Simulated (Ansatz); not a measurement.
**What a change does: single-point calculation on GaAs**

System: GaAs (2 atoms in the cell).
Method of the first run: DFT PBE, scalar-relativistic, plane waves, PAW, no spin polarisation (Ansatz 0.2.0).

The structure derives from an entry of the Crystallography Open Database. Text and figures count atoms from 1; the logs count them from 0 in places.

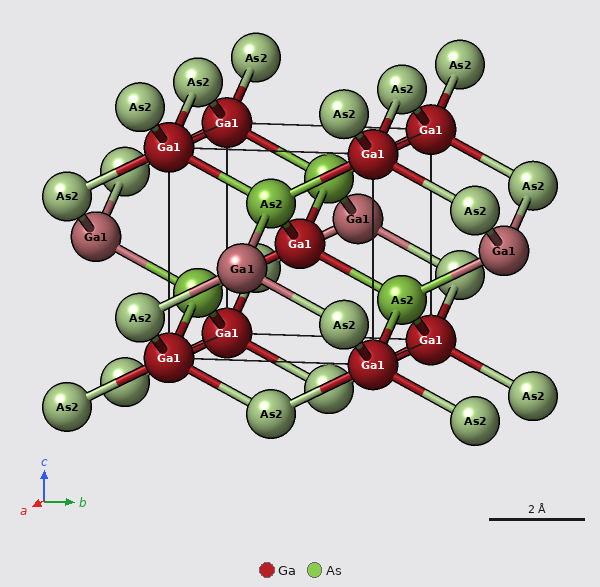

The input geometry (ball-and-stick view of the cell 2 times as large as that of the calculation, set on its symmetry axes, seen slightly off an axis; neighbours outside the cell are drawn fainter; atoms are numbered from 1 in the order of the input). An atom can appear more than once, as a periodic image.

**Input file, the first run**
```yaml
crystal:
  lattice:
    - [0.0, 3.1731915787, 2.2434464461]
    - [3.1731915787, 0.0, 2.2434464461]
    - [3.1731915787, 3.1731915787, 0.0]
  atoms:
    - { symbol: Ga, position: [0.0, 0.0, 0.0] }
    - { symbol: As, position: [0.75, 0.75, 0.75] }
basis:
  ecutwfc: 420
kpoints:
  mp_grid: { grid: [12, 12, 12] }
hamiltonian:
  xc: pbe
scf:
  occupations: { method: gaussian, width: 0.05 }
output:
  forces: true
  stress: true
  eigenvalues: true
```

Launched with:
```bash
ansatz run input.yaml --threads 1 --pin off --max-ram 2560MiB --backend cpu --events-out ev --progress --plain --runs-dir out
```

Hardware: 1 thread of Intel Xeon @ 2.50GHz (Skylake/Cascade Lake), 189 GiB of memory available, shared host.

**Output, shortened to warnings, some set-up lines, iterations and results (the first run)**
```
Basis set: ecut = 420 eV, 935 PW (Γ), exchange–correlation on 54×54×60 points (8 copies of the dense FFT grid, shifted against one another)
Symmetry: 8 space group operations
k-points: 163 of 1728 (time reversal used)
Initial density: superposition of atomic densities (neutral atoms: chi_scale 0, normalization atom), corrected by the library's trained network
[...]
SCF iter   1: F=—  HF=-8639.454955 eV  |F-HF|=—  |Δ(HF+E_count)|=         —  Δρ=1.40e-3  dr2=9.82e-4  ethr=1.77e-3  ⟨swp⟩=5.7  Hψ=14095  notcnv=0
SCF iter   2: F=—  HF=-8639.454400 eV  |F-HF|=—  |Δ(HF+E_count)|=   5.55e-4  Δρ=8.87e-4  dr2=3.28e-4  ethr=3.51e-6  ⟨swp⟩=2.3  Hψ=6269  notcnv=0
SCF iter   3: F=—  HF=-8639.454357 eV  |F-HF|=—  |Δ(HF+E_count)|=   4.29e-5  Δρ=4.68e-4  dr2=1.27e-4  ethr=1.17e-6  ⟨swp⟩=2.4  Hψ=4615  notcnv=0
SCF iter   4: F=—  HF=-8639.454360 eV  |F-HF|=—  |Δ(HF+E_count)|=   2.65e-6  Δρ=1.75e-4  dr2=1.08e-5  ethr=4.52e-7  ⟨swp⟩=2.0  Hψ=3590  notcnv=0
SCF iter   5: F=—  HF=-8639.454355 eV  |F-HF|=—  |Δ(HF+E_count)|=   4.58e-6  Δρ=4.72e-5  dr2=1.48e-6  ethr=3.84e-8  ⟨swp⟩=2.0  Hψ=5220  notcnv=0
SCF iter   6: F=—  HF=-8639.454355 eV  |F-HF|=—  |Δ(HF+E_count)|=   1.84e-7  Δρ=2.97e-5  dr2=5.79e-7  ethr=5.30e-9  ⟨swp⟩=2.0  Hψ=5220  notcnv=0
SCF iter   7: F=-8639.454355 eV  HF=-8639.454355 eV  |F-HF|=3.57e-8  |Δ(HF+E_count)|=   1.12e-7  Δρ=1.38e-5  dr2=6.87e-8  ethr=3.57e-10  ⟨swp⟩=2.9  Hψ=11895  notcnv=0
SCF 1 converged in 7 iterations: F = -8639.454355 eV  dr2 = 6.87e-8
SCF converged after 7 iterations
Free energy (F): -8639.454355 eV
Harris-Foulkes:  -8639.454355 eV  (|F-HF|=3.57e-8)
Internal energy: -8639.453866 eV  (E = F + TS)
E sigma→0 (E₀):  -8639.454111 eV
Entropy (-TS):   -0.000489 eV (-0.245 meV/atom)
Fermi energy:    8.301552 eV
--- Per-component energies (eV) ---
  E_band       = -311.175346
  E_kinetic    = 218.058664
  E_local      = -3824.772020  (includes V_loc(G=0)·N_el)
  E_nonlocal   = -246.096162
  E_hartree    = 1928.585663
  E_xc         = -147.859465
  E_vxc        = -136.620985  (∫ρ·V_xc dr)
  E_paw        = -3823.846210  (= ΣΔE_a)
  E_vpaw       = -178.920352  (= ΣTr[D̂ρ^β])
  E_aug_tail   = -0.000085  (compensation charges beyond the density's cutoff)
  E_ewald      = -2743.524252
  E_smearing   = -0.000489  (= −TS)
  E_closure    = -0.000000  (closes the sum)
  Σ components = -8639.454355   (vs F -8639.454355, Δ=0.00e0)
--- Forces (eV/Å), atoms counted from 1 ---
  atom   1  Ga    -0.00000000     0.00000000    -0.00000000
  atom   2  As     0.00000000     0.00000000     0.00000000
  max |Σ_I F_I| component: 3.47e-17 eV/Å
--- Stress (GPa, compression-positive) ---
       -1.965785       0.000000      -0.000000
        0.000000      -1.965785       0.000000
        0.000000       0.000000       6.011578
  P = ⅓ Tr σ = 0.6933 GPa (6.933 kbar)
```

For the second run the input was changed thus:
```diff
-    - [0.0, 3.1731915787, 2.2434464461]
-    - [3.1731915787, 0.0, 2.2434464461]
-    - [3.1731915787, 3.1731915787, 0.0]
+    - [0.0, 3.0709392844, 2.3953326418]
+    - [3.0709392844, 0.0, 2.3953326418]
+    - [3.0709392844, 3.0709392844, 0.0]
```

Predict how the results change.

With the same functional and potentials, the second run lies 74.5 meV per atom lower. The pressure goes from 0.69 to 2.07 GPa. The SCF takes 6 iterations against 7. The plane waves at Γ go from 935 to 873.

**Output, shortened to warnings, some set-up lines, iterations and results (the second run)**
```
Basis set: ecut = 420 eV, 873 PW (Γ), exchange–correlation on 54×54×60 points (8 copies of the dense FFT grid, shifted against one another)
Symmetry: 8 space group operations
k-points: 163 of 1728 (time reversal used)
Initial density: superposition of atomic densities (neutral atoms: chi_scale 0, normalization atom), corrected by the library's trained network
[...]
SCF iter   1: F=—  HF=-8639.603862 eV  |F-HF|=—  |Δ(HF+E_count)|=         —  Δρ=1.17e-3  dr2=5.39e-4  ethr=1.77e-3  ⟨swp⟩=5.8  Hψ=14371  notcnv=0
SCF iter   2: F=—  HF=-8639.603321 eV  |F-HF|=—  |Δ(HF+E_count)|=   5.41e-4  Δρ=7.44e-4  dr2=1.65e-4  ethr=1.93e-6  ⟨swp⟩=2.0  Hψ=5943  notcnv=0
SCF iter   3: F=—  HF=-8639.603301 eV  |F-HF|=—  |Δ(HF+E_count)|=   2.05e-5  Δρ=3.19e-4  dr2=2.75e-5  ethr=5.91e-7  ⟨swp⟩=2.0  Hψ=4426  notcnv=0
SCF iter   4: F=—  HF=-8639.603332 eV  |F-HF|=—  |Δ(HF+E_count)|=   3.16e-5  Δρ=1.03e-4  dr2=4.01e-6  ethr=9.81e-8  ⟨swp⟩=2.0  Hψ=4404  notcnv=0
SCF iter   5: F=—  HF=-8639.603335 eV  |F-HF|=—  |Δ(HF+E_count)|=   2.77e-6  Δρ=3.46e-5  dr2=3.44e-7  ethr=1.43e-8  ⟨swp⟩=2.8  Hψ=5111  notcnv=0
SCF iter   6: F=-8639.603335 eV  HF=-8639.603335 eV  |F-HF|=5.39e-8  |Δ(HF+E_count)|=   2.89e-7  Δρ=1.20e-5  dr2=4.02e-8  ethr=3.57e-10  ⟨swp⟩=5.5  Hψ=13535  notcnv=0
SCF 1 converged in 6 iterations: F = -8639.603335 eV  dr2 = 4.02e-8
SCF converged after 6 iterations
Free energy (F): -8639.603335 eV
Harris-Foulkes:  -8639.603335 eV  (|F-HF|=5.39e-8)
Internal energy: -8639.603123 eV  (E = F + TS)
E sigma→0 (E₀):  -8639.603229 eV
Entropy (-TS):   -0.000212 eV (-0.106 meV/atom)
Fermi energy:    8.442134 eV
--- Per-component energies (eV) ---
  E_band       = -311.272813
  E_kinetic    = 218.805546
  E_local      = -3867.009482  (includes V_loc(G=0)·N_el)
  E_nonlocal   = -245.927406
  E_hartree    = 1949.601296
  E_xc         = -148.169478
  E_vxc        = -137.062533  (∫ρ·V_xc dr)
  E_paw        = -3824.074137  (= ΣΔE_a)
  E_vpaw       = -179.269379  (= ΣTr[D̂ρ^β])
  E_aug_tail   = -0.000104  (compensation charges beyond the density's cutoff)
  E_ewald      = -2722.829357
  E_smearing   = -0.000212  (= −TS)
  E_closure    = 0.000000  (closes the sum)
  Σ components = -8639.603335   (vs F -8639.603335, Δ=0.00e0)
--- Forces (eV/Å), atoms counted from 1 ---
  atom   1  Ga    -0.00000000     0.00000000     0.00000000
  atom   2  As     0.00000000    -0.00000000     0.00000000
  max |Σ_I F_I| component: 6.94e-17 eV/Å
--- Stress (GPa, compression-positive) ---
       -0.597879       0.000000       0.000000
        0.000000      -0.597879       0.000000
        0.000000       0.000000       7.402224
  P = ⅓ Tr σ = 2.0688 GPa (20.688 kbar)
```

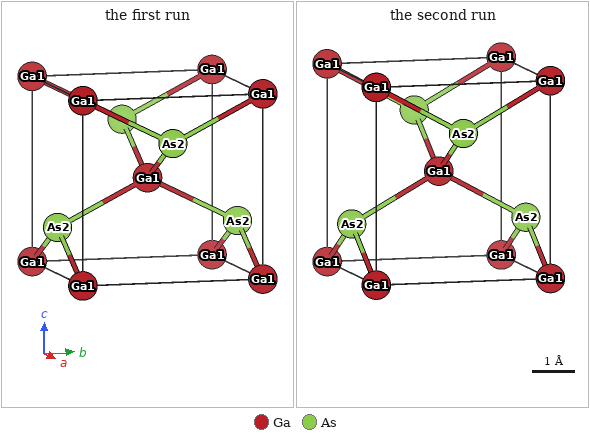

The two input geometries at one scale (ball-and-stick view of the cell 2 times as large as that of the calculation, set on its symmetry axes, seen slightly off an axis). No atom moves by more than 0.005 Å relative to the cell. The drawn cell changes at constant volume: a = b 4.488 → 4.343 Å (−3.2 %), c 4.487 → 4.791 Å (+6.8 %). Among the contacts that change: Ga1–As2 2.509 → 2.480 Å.

**The two runs side by side**

| quantity | the first run | the second run |
| --- | --- | --- |
| outcome | converged | converged |
| free energy per atom (eV) | −4319.7272 | −4319.8017 |
| gap on the mesh (eV) | 0.00 | 0.00 |
| pressure (GPa) | 0.69 | 2.07 |
| largest force (eV/Å) | 0.000 | 0.000 |
| SCF iterations | 7 | 6 |
| irreducible k-points | 163 | 163 |
| plane waves at Γ | 935 | 873 |
| wall time (shared host) | 21 s | 21 s |
